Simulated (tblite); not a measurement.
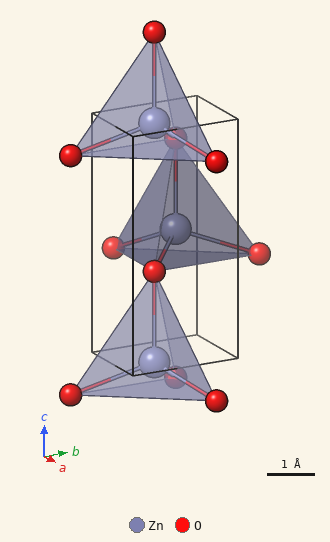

Fig. 1: The input geometry (polyhedral view of the cell of the calculation, seen slightly off an axis; polyhedra are completed across the faces of the cell).

# Run report: ZnO, single-point calculation

- system: ZnO (P6₃mc, 4 atoms in the cell)
- method: with the settings of its input (tblite 0.8.0)

The structure derives from an entry of the Crystallography Open Database. The run did not end well. The geometry comes from this level: r2SCAN.

The input:
```python
import json
from ase import Atoms
from ase.build import make_supercell
from ase.units import Bohr, GPa, Hartree
from tblite.interface import Calculator

atoms = Atoms(['Zn', 'Zn', 'O', 'O'],
              cell=[[3.23535221, 0.0, 0.0], [-1.61767611, 2.8018972, 0.0], [0.0, 0.0, 5.21091312]],
              scaled_positions=[[0.333333333, 0.666666667, 0.499655108], [0.666666667, 0.333333333, -0.000344892], [0.666666667, 0.333333333, 0.379354892], [0.333333333, 0.666666667, 0.879354892]],
              pbc=True)
cluster = make_supercell(atoms, [[1, 0, 0], [0, 1, 0], [0, 0, 1]])
calc = Calculator('GFN1-xTB', cluster.numbers, cluster.positions / Bohr, lattice=cluster.cell[:] / Bohr, periodic=cluster.pbc)
calc.set('temperature', 0.02 / Hartree)
calc.set('max-iter', 150)
res = calc.singlepoint()
levels = res.get('orbital-energies') * Hartree
nv = round(res.get('orbital-occupations').sum() / 2)
cells = len(cluster) // len(atoms)
out = {'energy_per_cell': res.get('energy') * Hartree / cells, 'homo': levels[nv - 1], 'lumo': levels[nv],
       'stress': (-res.get('virial') * Hartree / cluster.get_volume() / GPa).tolist(), 'charges': res.get('charges')[:len(atoms)].tolist(), 'electrons': 2 * nv / cells}
json.dump(out, open('results.json', 'w'))
for key, value in out.items():
    print(key, value)
```

Command:
```bash
python run.py
```

The program's output:
```
------------------------------------------------------------
  cycle        total energy    energy error   density error
------------------------------------------------------------
      1     -8.422312502751  -8.4067912E+00   1.3392221E+00
      2     -9.886309836994  -1.4639973E+00   5.8060549E-01
      3     -10.19521061303  -3.0890078E-01   5.9493344E-01
      4     -10.31872035763  -1.2350974E-01   4.3408161E-01
      5     -10.45463482137  -1.3591446E-01   3.0018767E-01
      6     -10.45656422510  -1.9294037E-03   2.9666960E-01
      7     -10.48733162042  -3.0767395E-02   2.1966791E-01
      8     -10.10608187464   3.8124975E-01   5.8737602E-01
      9     -10.41846586605  -3.1238399E-01   3.6243024E-01
     10     -10.49678194416  -7.8316078E-02   1.9158679E-01
     11     -10.13970164844   3.5708030E-01   5.6394939E-01
     12     -10.42429510741  -2.8459346E-01   3.5970077E-01
     13     -10.49611459054  -7.1819483E-02   1.9400634E-01
     14     -10.15330498219   3.4280961E-01   5.5482017E-01
     15     -10.42654033108  -2.7323535E-01   3.5778485E-01
     16     -10.49639208818  -6.9851757E-02   1.9323050E-01
     17     -10.15849810757   3.3789398E-01   5.5117629E-01
     18     -10.42737616817  -2.6887806E-01   3.5678917E-01
     19     -10.49671112162  -6.9334953E-02   1.9233891E-01
     20     -10.16123853647   3.3547259E-01   5.4916560E-01
     21     -10.42781133624  -2.6657280E-01   3.5616281E-01
     22     -10.49695126594  -6.9139930E-02   1.9168672E-01
     23     -10.16298338705   3.3396788E-01   5.4785214E-01
     24     -10.42809871535  -2.6511533E-01   3.5569604E-01
     25     -10.49712837667  -6.9029661E-02   1.9121705E-01
     26     -10.16421132491   3.3291705E-01   5.4691345E-01
     27     -10.42830981160  -2.6409849E-01   3.5532562E-01
     28     -10.49726182860  -6.8952017E-02   1.9087095E-01
     29     -10.16513090756   3.3213092E-01   5.4620313E-01
     30     -10.42847375966  -2.6334285E-01   3.5502247E-01
     31     -10.49736516722  -6.8891408E-02   1.9060858E-01
     32     -10.16584864182   3.3151653E-01   5.4564438E-01
     33     -10.42860539655  -2.6275675E-01   3.5476947E-01
     34     -10.49744728323  -6.8841887E-02   1.9040424E-01
     35     -10.16642548132   3.3102180E-01   5.4519244E-01
     36     -10.42871345788  -2.6228798E-01   3.5455526E-01
     37     -10.49751403122  -6.8800573E-02   1.9024126E-01
     38     -10.16689937326   3.3061466E-01   5.4481910E-01
     39     -10.42880360792  -2.6190423E-01   3.5437179E-01
     40     -10.49756935030  -6.8765742E-02   1.9010855E-01
     41     -10.16729545131   3.3027390E-01   5.4450550E-01
     42     -10.42887976207  -2.6158431E-01   3.5421313E-01
     43     -10.49761596110  -6.8736199E-02   1.8999855E-01
     44     -10.16763115134   3.2998481E-01   5.4423846E-01
     45     -10.42894474812  -2.6131360E-01   3.5407479E-01
     46     -10.49765579245  -6.8711044E-02   1.8990598E-01
     47     -10.16791900756   3.2973678E-01   5.4400847E-01
     48     -10.42900067386  -2.6108167E-01   3.5395330E-01
     49     -10.49769024553  -6.8689572E-02   1.8982705E-01
     50     -10.16816828869   3.2952196E-01   5.4380847E-01
     51     -10.42904914865  -2.6088086E-01   3.5384592E-01
     52     -10.49772036095  -6.8671212E-02   1.8975896E-01
     53     -10.16838600880   3.2933435E-01   5.4363307E-01
     54     -10.42909142501  -2.6070542E-01   3.5375048E-01
     55     -10.49774692696  -6.8655502E-02   1.8969963E-01
     56     -10.16857757942   3.2916935E-01   5.4347812E-01
     57     -10.42912849337  -2.6055091E-01   3.5366522E-01
     58     -10.49777055129  -6.8642058E-02   1.8964748E-01
     59     -10.16874724520   3.2902331E-01   5.4334036E-01
     60     -10.42916114756  -2.6041390E-01   3.5358871E-01
     61     -10.49779170986  -6.8630562E-02   1.8960127E-01
     62     -10.16889838372   3.2889333E-01   5.4321718E-01
     63     -10.42919003131  -2.6029165E-01   3.5351977E-01
     64     -10.49781078068  -6.8620749E-02   1.8956003E-01
     65     -10.16903371664   3.2877706E-01   5.4310646E-01
     66     -10.42921567216  -2.6018196E-01   3.5345742E-01
     67     -10.49782806777  -6.8612396E-02   1.8952300E-01
     68     -10.16915546182   3.2867261E-01   5.4300648E-01
     69     -10.42923850632  -2.6008304E-01   3.5340084E-01
     70     -10.49784381845  -6.8605312E-02   1.8948956E-01
     71     -10.16926544479   3.2857837E-01   5.4291583E-01
     72     -10.42925889762  -2.5999345E-01   3.5334934E-01
     73     -10.49785823596  -6.8599338E-02   1.8945920E-01
     74     -10.16936518176   3.2849305E-01   5.4283332E-01
     75     -10.42927715174  -2.5991197E-01   3.5330233E-01
     76     -10.49787148893  -6.8594337E-02   1.8943150E-01
     77     -10.16945594241   3.2841555E-01   5.4275796E-01
     78     -10.42929352729  -2.5983758E-01   3.5325931E-01
     79     -10.49788371839  -6.8590191E-02   1.8940612E-01
     80     -10.16953879794   3.2834492E-01   5.4268891E-01
     81     -10.42930824447  -2.5976945E-01   3.5321984E-01
     82     -10.49789504328  -6.8586799E-02   1.8938278E-01
     83     -10.16961465829   3.2828038E-01   5.4262545E-01
     84     -10.42932149184  -2.5970683E-01   3.5318356E-01
     85     -10.49790556458  -6.8584073E-02   1.8936123E-01
     86     -10.16968430126   3.2822126E-01   5.4256699E-01
     87     -10.42933343173  -2.5964913E-01   3.5315013E-01
     88     -10.49791536863  -6.8581937E-02   1.8934127E-01
     89     -10.16974839557   3.2816697E-01   5.4251298E-01
     90     -10.42934420458  -2.5959581E-01   3.5311928E-01
     91     -10.49792452965  -6.8580325E-02   1.8932272E-01
     92     -10.16980751927   3.2811701E-01   5.4246297E-01
     93     -10.42935393249  -2.5954641E-01   3.5309075E-01
     94     -10.49793311183  -6.8579179E-02   1.8930542E-01
     95     -10.16986217450   3.2807094E-01   5.4241657E-01
     96     -10.42936272200  -2.5950055E-01   3.5306434E-01
     97     -10.49794117101  -6.8578449E-02   1.8928927E-01
     98     -10.16991279947   3.2802837E-01   5.4237344E-01
     99     -10.42937066651  -2.5945787E-01   3.5303984E-01
    100     -10.49794875592  -6.8578089E-02   1.8927412E-01
    101     -10.16995977828   3.2798898E-01   5.4233325E-01
    102     -10.42937784818  -2.5941807E-01   3.5301709E-01
    103     -10.49795590938  -6.8578061E-02   1.8925990E-01
    104     -10.17000344892   3.2795246E-01   5.4229575E-01
    105     -10.42938433954  -2.5938089E-01   3.5299594E-01
    106     -10.49796266909  -6.8578330E-02   1.8924652E-01
    107     -10.17004411002   3.2791856E-01   5.4226071E-01
    108     -10.42939020483  -2.5934609E-01   3.5297625E-01
    109     -10.49796906843  -6.8578864E-02   1.8923390E-01
    110     -10.17008202625   3.2788704E-01   5.4222789E-01
    111     -10.42939550111  -2.5931347E-01   3.5295789E-01
    112     -10.49797513705  -6.8579636E-02   1.8922196E-01
    113     -10.17011743306   3.2785770E-01   5.4219714E-01
    114     -10.42940027925  -2.5928285E-01   3.5294077E-01
    115     -10.49798090137  -6.8580622E-02   1.8921067E-01
    116     -10.17015054053   3.2783036E-01   5.4216826E-01
    117     -10.42940458468  -2.5925404E-01   3.5292478E-01
    118     -10.49798638502  -6.8581800E-02   1.8919995E-01
    119     -10.17018153667   3.2780485E-01   5.4214111E-01
    120     -10.42940845812  -2.5922692E-01   3.5290984E-01
    121     -10.49799160921  -6.8583151E-02   1.8918977E-01
    122     -10.17021059023   3.2778102E-01   5.4211556E-01
    123     -10.42941193612  -2.5920135E-01   3.5289586E-01
    124     -10.49799659302  -6.8584657E-02   1.8918008E-01
    125     -10.17023785304   3.2775874E-01   5.4209149E-01
    126     -10.42941505158  -2.5917720E-01   3.5288278E-01
    127     -10.49800135368  -6.8586302E-02   1.8917085E-01
    128     -10.17026346208   3.2773789E-01   5.4206878E-01
    129     -10.42941783420  -2.5915437E-01   3.5287053E-01
    130     -10.49800590676  -6.8588073E-02   1.8916204E-01
    131     -10.17028754123   3.2771837E-01   5.4204734E-01
    132     -10.42942031083  -2.5913277E-01   3.5285904E-01
    133     -10.49801026640  -6.8589956E-02   1.8915362E-01
    134     -10.17031020274   3.2770006E-01   5.4202707E-01
    135     -10.42942250578  -2.5911230E-01   3.5284827E-01
    136     -10.49801444546  -6.8591940E-02   1.8914556E-01
    137     -10.17033154863   3.2768290E-01   5.4200789E-01
    138     -10.42942444112  -2.5909289E-01   3.5283817E-01
    139     -10.49801845566  -6.8594015E-02   1.8913784E-01
    140     -10.17035167171   3.2766678E-01   5.4198973E-01
    141     -10.42942613692  -2.5907447E-01   3.5282869E-01
    142     -10.49802230769  -6.8596171E-02   1.8913044E-01
    143     -10.17037065667   3.2765165E-01   5.4197252E-01
    144     -10.42942761147  -2.5905695E-01   3.5281979E-01
    145     -10.49802601136  -6.8598400E-02   1.8912333E-01
    146     -10.17038858088   3.2763743E-01   5.4195620E-01
    147     -10.42942888146  -2.5904030E-01   3.5281143E-01
    148     -10.49802957566  -6.8600694E-02   1.8911650E-01
    149     -10.17040551514   3.2762406E-01   5.4194070E-01
    150     -10.42942996211  -2.5902445E-01   3.5280358E-01
------------------------------------------------------------

 total:                                   0.171 sec
tblite.exceptions.TBLiteRuntimeError: SCF not converged in 150 cycles
```

Outcome:

- outcome: not converged
- space group (tolerance 0.01 Å): P6₃mc (186)
- hardware: 1 thread of Arm Neoverse V1, 24 GiB of memory available, shared host
- wall time: 0.87 s
- peak memory: 0.094 GiB

Diagnosis:

Some settings of this run were drawn to be unusual or wrong. The run did not converge. Its last values are not results.
